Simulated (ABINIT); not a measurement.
**Run report: Bi2Te3, G0W0 calculation (part 3 of 3)**

The same run, continued: Bi2Te3 (5 atoms in the cell); Kohn-Sham DFT of a periodic cell, LDA, HGH LDA, G0W0, no spin polarisation (ABINIT 10.8.3); cutoff 380.96 eV, 4×4×4 k-mesh, fixed occupations. The structure derives from an entry of the Crystallography Open Database.

Geometry of the input (Å; fractional positions):
```
2.1930  1.2661  10.1657
-2.1930  1.2661  10.1657
0.0000  -2.5323  10.1657
Bi 0.6000  0.6000  0.6000
Bi 0.4000  0.4000  0.4000
Te 0.7905  0.7905  0.7905
Te 0.2095  0.2095  0.2095
Te 0.0000  0.0000  0.0000
```

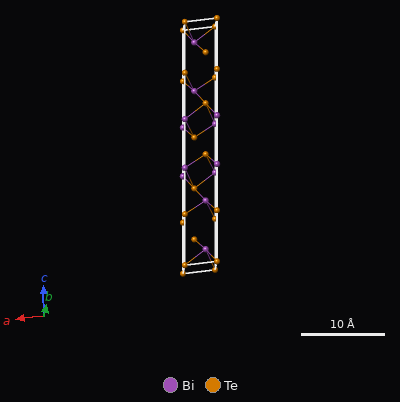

**Figure 1.** The structure as given in the input (ball-and-stick view of the cell 3 times as large as that of the calculation, set on its symmetry axes, seen at an oblique angle). An atom can appear more than once, as a periodic image.

## Log, continued
```
 cartesian coordinates (angstrom) at end:
    1     -0.00000000000000    -0.00000000006000    18.29820000006000
    2      0.00000000000000    -0.00000000004000    12.19880000004000
    3     -0.00000000000000    -0.00000000007905    24.10787850007904
    4      0.00000000000000    -0.00000000002095     6.38912150002095
    5      0.00000000000000     0.00000000000000     0.00000000000000
 length scales=  1.889726125908  1.889726125908  1.889726125908 bohr
              =  1.000000000000  1.000000000000  1.000000000000 angstroms
 Eigenvalues (hartree) for nkpt=  13  k points:
 kpt#   1, nband=207, wtk=  0.01563, kpt=  0.0000  0.0000  0.0000 (reduced coord)
  -0.45247   -0.42631   -0.38157   -0.29164   -0.27484   -0.04718   -0.03797   -0.02400
  -0.02400   -0.02389   -0.02389    0.00739    0.00739    0.03887    0.04706    0.06089
   0.06089    0.11194    0.11612    0.11612    0.21949    0.23706    0.26130    0.26130
   0.27291    0.27385    0.27385    0.30487    0.30487    0.33691    0.35003    0.35527
   0.39280    0.40823    0.40823    0.42776    0.42776    0.46601    0.46601    0.48267
   0.49655    0.49655    0.54091    0.63762    0.64687    0.67956    0.69566    0.69566
   0.71435    0.71435    0.73241    0.78222    0.78222    0.79460    0.79460    0.84338
   0.84413    0.84506    0.84506    0.84640    0.87647    0.88586    0.88586    0.89289
   0.89289    0.91857    0.91857    0.92283    0.92283    0.92691    0.92901    0.92901
   0.96434    0.96455    0.98523    1.05712    1.06695    1.06695    1.06733    1.07165
   1.07165    1.07196    1.07529    1.07895    1.08258    1.08258    1.08693    1.08693
   1.11186    1.11186    1.11737    1.12298    1.12298    1.15605    1.15605    1.15941
   1.17373    1.17373    1.18146    1.24377    1.24453    1.26042    1.26232    1.28632
   1.28632    1.28686    1.28686    1.29260    1.30147    1.30147    1.30306    1.30306
   1.30806    1.30978    1.30978    1.32073    1.32073    1.33084    1.34147    1.34206
   1.34209    1.34209    1.34620    1.34620    1.39439    1.41045    1.41045    1.44105
   1.44105    1.44754    1.45716    1.46841    1.46841    1.47835    1.47990    1.47990
   1.48622    1.48622    1.49330    1.49330    1.50711    1.55335    1.55424    1.58711
   1.58711    1.60175    1.60175    1.61990    1.62102    1.64641    1.64641    1.64779
   1.64779    1.66391    1.67040    1.67040    1.67626    1.67626    1.68299    1.70008
   1.70008    1.70527    1.70730    1.70849    1.70849    1.71449    1.72166    1.78449
   1.78449    1.79344    1.79344    1.79522    1.83058    1.83959    1.86159    1.89869
   1.89869    1.89941    1.89941    1.90850    1.93654    1.98123    1.98123    1.98155
   1.98155    1.98988    1.99482    2.10786    2.10786    2.13183    2.13183    2.15159
   2.15159    2.15691    2.15691    2.16612    2.16612    2.16871    2.16881    2.17922
   2.17922    2.18116    2.18116    2.18770    2.18770    2.22202    2.24102
 prteigrs : prtvol=0 or 1, do not print more k-points.

================================================================================
== DATASET  3 ==================================================================

--- !DatasetInfo
iteration_state: {dtset: 3, }
dimensions: {natom: 5, nkpt: 13, mband: 189, nsppol: 1, nspinor: 1, nspden: 1, mpw: 2874, }
cutoff_energies: {ecut:  14.0, pawecutdg:  -1.0, }
electrons: {nelect:   2.80000000E+01, charge:   0.00000000E+00, occopt:   1.00000000E+00, tsmear:   1.00000000E-02, }
meta: {optdriver: 3, gwcalctyp: 0, }
...

 mkfilename : getwfk/=0, take file _WFK from output of DATASET   2.

 Exchange-correlation functional for the present dataset will be:
  LDA: Perdew-Wang 92 LSD fit to Ceperley-Alder data - ixc=7
  J.P.Perdew and Y.Wang, PRB 45, 13244 (1992)

 SCREENING: Calculation of the susceptibility and dielectric matrices

 Based on a program developped by R.W. Godby, V. Olevano, G. Onida, and L. Reining.
 Incorporated in ABINIT by V. Olevano, G.-M. Rignanese, and M. Torrent.

 Real(R)+Recip(G) space primitive vectors, cartesian coordinates (Bohr,Bohr^-1):
 R(1)=  4.1441694  2.3926373 19.2103259  G(1)=  0.1206514  0.0696581  0.0173518
 R(2)= -4.1441694  2.3926373 19.2103259  G(2)= -0.1206514  0.0696581  0.0173518
 R(3)=  0.0000000 -4.7852746 19.2103259  G(3)=  0.0000000 -0.1393163  0.0173518
 Unit cell volume ucvol=  1.1428793E+03 bohr^3
 Angles (23,13,12)=  2.41661116E+01  2.41661116E+01  2.41661116E+01 degrees

--- Pseudopotential description ------------------------------------------------
- pspini: atom type   1  psp file is ./Bi.hgh
  83.00000   5.00000     10605                znucl, zion, pspdat
    3    1    2    0      2001   0.00000      pspcod,pspxc,lmax,lloc,mmax,r2well

 pspatm : COMMENT -
  the projectors are not normalized,
  so that the KB energies are not consistent with
  definition in PRB44, 8503 (1991).
  However, this does not influence the results obtained hereafter.

- pspini: atom type   2  psp file is ./Te.hgh
  52.00000   6.00000     10605                znucl, zion, pspdat
    3    1    2    0      2001   0.00000      pspcod,pspxc,lmax,lloc,mmax,r2well

 pspatm : COMMENT -
  the projectors are not normalized,
  so that the KB energies are not consistent with
  definition in PRB44, 8503 (1991).
  However, this does not influence the results obtained hereafter.

--------------------------------------------------------------------------------

 ==== K-mesh for the wavefunctions ====
 Number of points in the irreducible wedge :    13
 Reduced coordinates and weights :

     1)     0.00000000E+00  0.00000000E+00  0.00000000E+00       0.01563
     2)     2.50000000E-01  0.00000000E+00  0.00000000E+00       0.09375
     3)     5.00000000E-01  0.00000000E+00  0.00000000E+00       0.04688
     4)     2.50000000E-01  2.50000000E-01  0.00000000E+00       0.09375
   [... 9 further points ...]

 Together with 12 symmetry operations and time-reversal symmetry
 yields    64 points in the full Brillouin Zone.

 ==== Q-mesh for the screening function ====
 Number of points in the irreducible wedge :    13
 Reduced coordinates and weights :

     1)     0.00000000E+00  0.00000000E+00  0.00000000E+00       0.01563
     2)     2.50000000E-01  0.00000000E+00  0.00000000E+00       0.09375
     3)     5.00000000E-01  0.00000000E+00  0.00000000E+00       0.04688
     4)     2.50000000E-01  2.50000000E-01  0.00000000E+00       0.09375
   [... 9 further points ...]

 Together with 12 symmetry operations and time-reversal symmetry
 yields    64 points in the full Brillouin Zone.

 setmesh: FFT mesh size selected  =    54x   54x   54
          total number of points  =       157464

 vcoul_init : cutoff-mode = AUXILIARY_FUNCTION
 q-points for optical limit:   1
     1)      0.000010    0.000020    0.000030

 Number of electrons calculated from density =   28.0000; Expected =   28.0000
 average of density, n =  0.024500
 r_s =    2.1359
 omega_plasma =   15.0985 [eV]

 calculating chi0 at frequencies [eV] :
  1    0.000000E+00    0.000000E+00
  2    0.000000E+00    1.509852E+01

--------------------------------------------------------------------------------
  q-point number  1        q = ( 0.000000, 0.000000, 0.000000) [r.l.u.]
--------------------------------------------------------------------------------
 For q-point:  0.000010 0.000020 0.000030
  dielectric constant =  59.7399
  dielectric constant without local fields =  65.9401

  Average fulfillment of the sum rule on Im[epsilon] for q-point    1 :    104.65  [%]
--------------------------------------------------------------------------------
  q-point number  2        q = ( 0.250000, 0.000000, 0.000000) [r.l.u.]
--------------------------------------------------------------------------------
  Average fulfillment of the sum rule on Im[epsilon] for q-point    2 :    107.93  [%]

--------------------------------------------------------------------------------
  q-point number  3        q = ( 0.500000, 0.000000, 0.000000) [r.l.u.]
--------------------------------------------------------------------------------
  Average fulfillment of the sum rule on Im[epsilon] for q-point    3 :    104.09  [%]

--------------------------------------------------------------------------------
  q-point number  4        q = ( 0.250000, 0.250000, 0.000000) [r.l.u.]
--------------------------------------------------------------------------------
  Average fulfillment of the sum rule on Im[epsilon] for q-point    4 :    107.79  [%]

--------------------------------------------------------------------------------
  q-point number  5        q = ( 0.500000, 0.250000, 0.000000) [r.l.u.]
--------------------------------------------------------------------------------
  Average fulfillment of the sum rule on Im[epsilon] for q-point    5 :    104.23  [%]

--------------------------------------------------------------------------------
  q-point number  6        q = (-0.250000, 0.250000, 0.000000) [r.l.u.]
--------------------------------------------------------------------------------
  Average fulfillment of the sum rule on Im[epsilon] for q-point    6 :    104.24  [%]

--------------------------------------------------------------------------------
  q-point number  7        q = ( 0.500000, 0.500000, 0.000000) [r.l.u.]
--------------------------------------------------------------------------------
  Average fulfillment of the sum rule on Im[epsilon] for q-point    7 :    104.11  [%]

--------------------------------------------------------------------------------
  q-point number  8        q = ( 0.250000, 0.250000, 0.250000) [r.l.u.]
--------------------------------------------------------------------------------
  Average fulfillment of the sum rule on Im[epsilon] for q-point    8 :    115.00  [%]

--------------------------------------------------------------------------------
  q-point number  9        q = ( 0.500000, 0.250000, 0.250000) [r.l.u.]
--------------------------------------------------------------------------------
  Average fulfillment of the sum rule on Im[epsilon] for q-point    9 :    107.57  [%]

--------------------------------------------------------------------------------
  q-point number 10        q = (-0.250000, 0.250000, 0.250000) [r.l.u.]
--------------------------------------------------------------------------------
  Average fulfillment of the sum rule on Im[epsilon] for q-point   10 :    104.10  [%]

--------------------------------------------------------------------------------
  q-point number 11        q = ( 0.500000, 0.500000, 0.250000) [r.l.u.]
--------------------------------------------------------------------------------
  Average fulfillment of the sum rule on Im[epsilon] for q-point   11 :    107.45  [%]

--------------------------------------------------------------------------------
  q-point number 12        q = (-0.250000, 0.500000, 0.250000) [r.l.u.]
--------------------------------------------------------------------------------
  Average fulfillment of the sum rule on Im[epsilon] for q-point   12 :    104.31  [%]

--------------------------------------------------------------------------------
  q-point number 13        q = ( 0.500000, 0.500000, 0.500000) [r.l.u.]
--------------------------------------------------------------------------------
  Average fulfillment of the sum rule on Im[epsilon] for q-point   13 :    112.35  [%]

================================================================================
== DATASET  4 ==================================================================

--- !DatasetInfo
iteration_state: {dtset: 4, }
dimensions: {natom: 5, nkpt: 13, mband: 189, nsppol: 1, nspinor: 1, nspden: 1, mpw: 2874, }
cutoff_energies: {ecut:  14.0, pawecutdg:  -1.0, }
electrons: {nelect:   2.80000000E+01, charge:   0.00000000E+00, occopt:   1.00000000E+00, tsmear:   1.00000000E-02, }
meta: {optdriver: 4, gwcalctyp: 0, }
...

 mkfilename : getwfk/=0, take file _WFK from output of DATASET   2.

 mkfilename : getscr/=0, take file _SCR from output of DATASET   3.

 Exchange-correlation functional for the present dataset will be:
  LDA: Perdew-Wang 92 LSD fit to Ceperley-Alder data - ixc=7
  J.P.Perdew and Y.Wang, PRB 45, 13244 (1992)

 SIGMA: Calculation of the GW corrections

 Based on a program developped by R.W. Godby, V. Olevano, G. Onida, and L. Reining.
 Incorporated in ABINIT by V. Olevano, G.-M. Rignanese, and M. Torrent.

 Real(R)+Recip(G) space primitive vectors, cartesian coordinates (Bohr,Bohr^-1):
 R(1)=  4.1441694  2.3926373 19.2103259  G(1)=  0.1206514  0.0696581  0.0173518
 R(2)= -4.1441694  2.3926373 19.2103259  G(2)= -0.1206514  0.0696581  0.0173518
 R(3)=  0.0000000 -4.7852746 19.2103259  G(3)=  0.0000000 -0.1393163  0.0173518
 Unit cell volume ucvol=  1.1428793E+03 bohr^3
 Angles (23,13,12)=  2.41661116E+01  2.41661116E+01  2.41661116E+01 degrees
--------------------------------------------------------------------------------

 ==== K-mesh for the wavefunctions ====
 Number of points in the irreducible wedge :    13
 Reduced coordinates and weights :

     1)     0.00000000E+00  0.00000000E+00  0.00000000E+00       0.01563
     2)     2.50000000E-01  0.00000000E+00  0.00000000E+00       0.09375
     3)     5.00000000E-01  0.00000000E+00  0.00000000E+00       0.04688
     4)     2.50000000E-01  2.50000000E-01  0.00000000E+00       0.09375
   [... 9 further points ...]

 Together with 12 symmetry operations and time-reversal symmetry
 yields    64 points in the full Brillouin Zone.

 ==== Q-mesh for screening function ====
 Number of points in the irreducible wedge :    13
 Reduced coordinates and weights :

     1)     0.00000000E+00  0.00000000E+00  0.00000000E+00       0.01563
     2)     2.50000000E-01  0.00000000E+00  0.00000000E+00       0.09375
     3)     5.00000000E-01  0.00000000E+00  0.00000000E+00       0.04688
     4)     2.50000000E-01  2.50000000E-01  0.00000000E+00       0.09375
   [... 9 further points ...]

 Together with 12 symmetry operations and time-reversal symmetry
 yields    64 points in the full Brillouin Zone.

 vcoul_init : cutoff-mode = AUXILIARY_FUNCTION
 q-points for optical limit:   1
     1)      0.000010    0.000020    0.000030
 setmesh: FFT mesh size selected  =    72x   72x   72
          total number of points  =       373248

 Number of electrons calculated from density =   28.0000; Expected =   28.0000
 average of density, n =  0.024500
 r_s =    2.1359
 omega_plasma =   15.0985 [eV]

 === KS Band Gaps ===
  >>>> For spin  1
   Minimum direct gap =   0.2228 [eV], located at k-point      :   0.0000  0.0000  0.0000
   Fundamental gap    =   0.2228 [eV], Top of valence bands at :   0.0000  0.0000  0.0000
                                       Bottom of conduction at :   0.0000  0.0000  0.0000
 SIGMA fundamental parameters:
 PLASMON POLE MODEL  1
 number of plane-waves for SigmaX                 2811
 number of plane-waves for SigmaC and W            467
 number of plane-waves for wavefunctions          2811
 number of bands                                   189
 number of independent spin polarizations            1
 number of spinorial components                      1
 number of k-points in IBZ                          13
 number of q-points in IBZ                          13
 number of symmetry operations                      12
 number of k-points in BZ                           64
 number of q-points in BZ                           64
 number of frequencies for dSigma/dE                 9
 frequency step for dSigma/dE [eV]                0.25
 number of omega for Sigma on real axis              0
 max omega for Sigma on real axis  [eV]           0.00
 zcut for avoiding poles [eV]                     0.10

 EPSILON^-1 parameters (SCR file):
 dimension of the eps^-1 matrix on file            467
 dimension of the eps^-1 matrix used               467
 number of plane-waves for wavefunctions          2811
 number of bands                                   189
 number of q-points in IBZ                          13
 number of frequencies                               2
 number of real frequencies                          1
 number of imag frequencies                          1

 matrix elements of self-energy operator (all in [eV])

 Perturbative Calculation

--- !SelfEnergy_ee
iteration_state: {dtset: 4, }
kpoint     : [   0.000,    0.000,    0.000, ]
spin       : 1
KS_gap     :    0.223
QP_gap     :    0.414
Delta_QP_KS:    0.191
data: !SigmaeeData |
     Band     E0 <VxcDFT>   SigX SigC(E0)      Z dSigC/dE  Sig(E)    E-E0       E
       14   1.058 -10.326 -10.915   0.378   0.758  -0.319 -10.486  -0.160   0.898
       15   1.281  -9.300  -6.586  -2.674   0.771  -0.298  -9.269   0.031   1.312
...

== END DATASET(S) ==============================================================
================================================================================

 -outvars: echo values of variables after computation  --------
            acell      1.8897261259E+00  1.8897261259E+00  1.8897261259E+00 Bohr
           etotal1    -3.6000395653E+01
           etotal3     0.0000000000E+00
           etotal4     0.0000000000E+00
            fcart1     1.2317959542E-19  9.7441375610E-19 -1.1777590485E-03
                      -1.2317959542E-19  3.7896749723E-19  1.1777590485E-03
                       2.4606172338E-18  2.0262354046E-18 -4.2648741612E-03
                      -2.4606172338E-18 -3.5729568370E-18  4.2648741612E-03
                      -0.0000000000E+00  1.9334017905E-19 -0.0000000000E+00
            fcart3     0.0000000000E+00  0.0000000000E+00  0.0000000000E+00
                       0.0000000000E+00  0.0000000000E+00  0.0000000000E+00
                       0.0000000000E+00  0.0000000000E+00  0.0000000000E+00
                       0.0000000000E+00  0.0000000000E+00  0.0000000000E+00
                       0.0000000000E+00  0.0000000000E+00  0.0000000000E+00
            fcart4     0.0000000000E+00  0.0000000000E+00  0.0000000000E+00
                       0.0000000000E+00  0.0000000000E+00  0.0000000000E+00
                       0.0000000000E+00  0.0000000000E+00  0.0000000000E+00
                       0.0000000000E+00  0.0000000000E+00  0.0000000000E+00
                       0.0000000000E+00  0.0000000000E+00  0.0000000000E+00
            rprim      2.1930000000E+00  1.2661291403E+00  1.0165666667E+01
                      -2.1930000000E+00  1.2661291403E+00  1.0165666667E+01
                       0.0000000000E+00 -2.5322582807E+00  1.0165666667E+01
           strten1     6.8085710863E-05  6.8085710860E-05  8.8241253060E-05
                       1.3671001139E-14  0.0000000000E+00  0.0000000000E+00
           strten3     0.0000000000E+00  0.0000000000E+00  0.0000000000E+00
                       0.0000000000E+00  0.0000000000E+00  0.0000000000E+00
           strten4     0.0000000000E+00  0.0000000000E+00  0.0000000000E+00
                       0.0000000000E+00  0.0000000000E+00  0.0000000000E+00
           xangst     -4.8694381860E-17 -6.0000156145E-11  1.8298200000E+01
                       1.6619532651E-16 -4.0000338378E-11  1.2198800000E+01
                      -2.8995896552E-17 -7.9050626299E-11  2.4107878500E+01
                       7.7158843879E-17 -2.0950197659E-11  6.3891215000E+00
                       0.0000000000E+00  0.0000000000E+00  0.0000000000E+00
             xred      6.0000000000E-01  6.0000000000E-01  6.0000000000E-01
                       4.0000000000E-01  4.0000000000E-01  4.0000000000E-01
                       7.9050000000E-01  7.9050000000E-01  7.9050000000E-01
                       2.0950000000E-01  2.0950000000E-01  2.0950000000E-01
                       0.0000000000E+00  0.0000000000E+00  0.0000000000E+00
 Calculation completed.
```

## Results in brief

```json
{"quantity": "outcome", "value": "converged"}
{"quantity": "space group (tolerance 0.01 Å)", "value": "R-3m (166)"}
{"quantity": "electrons treated", "value": "28"}
{"quantity": "quasiparticle gap", "value": "0.41 eV"}
{"quantity": "gap on the k-point mesh", "value": "0.22 eV"}
{"quantity": "wall time", "value": "19 min (CPU time 76 min)"}
{"quantity": "peak memory", "value": "8 GiB"}
```

## Remarks

Further notes kept with the run: Slow version without MPI-IO support. Processors send data to master. Points of doubt noted for this run: cutoff too low for stress. Spin–orbit coupling is left out, which matters for Bi.
